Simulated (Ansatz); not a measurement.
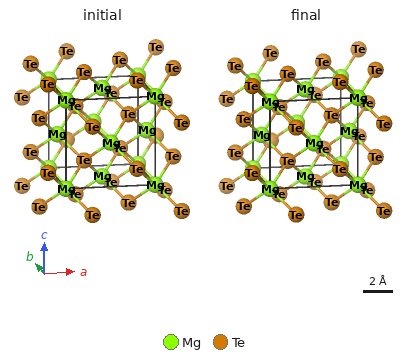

The structure of solid MgTe (set up in F-43m) before (left) and after (right) a relaxation, at one scale.

The picture is a ball-and-stick view of the conventional cell (4 times the calculation's cell), seen slightly off an axis. Lengths and directions refer to the drawn axes.

Computed with DFT LDA, scalar-relativistic, plane waves, PAW (Ansatz 0.2.0).

Input file:
```yaml
crystal:
  lattice:
    - [0.0, 3.2319988239, 3.2319988239]
    - [3.2319988239, 0.0, 3.2319988239]
    - [3.2319988239, 3.2319988239, 0.0]
  atoms:
    - { symbol: Mg, position: [0.0, 0.0, 0.0] }
    - { symbol: Te, position: [0.75, 0.75, 0.75] }
basis:
  ecutwfc: 420
kpoints:
  mp_grid: { grid: [8, 8, 8] }
hamiltonian:
  xc: lda
scf:
  occupations: { method: gaussian, width: 0.02 }
output:
  forces: true
  stress: true
  eigenvalues: true
relax:
  adjacent_minimum: "off"
  f_tol: 0.005
  max_steps: 80
  cell: { stress_tol: 0.05 }
```

Launched with:
```bash
ansatz run input.yaml --threads 1 --pin off --max-ram 1228MiB --backend cpu --events-out ev --progress --plain --runs-dir out
```

> What changed between the two?

No atom moves by more than 0.005 Å relative to the cell. The volume changes by −4.3 %, with a = b = c 6.464 → 6.370 Å (−1.4 %). Some distances before and after: Mg1–Te2 2.799 → 2.758 Å. The space group stays F-43m (No. 216). After 2 accepted moves (3 points after the start) the energy has fallen by 7.5 meV per atom. All forces vanish by symmetry, so only the cell relaxes. Pressure: −1.58 GPa at the start and −0.03 GPa at the end. At 1 point the geometry stayed and the basis and grid were re-selected for the new cell (energy shift of 0.2 meV per atom at most each time). The run took of the order of 23 core-seconds on a shared host.
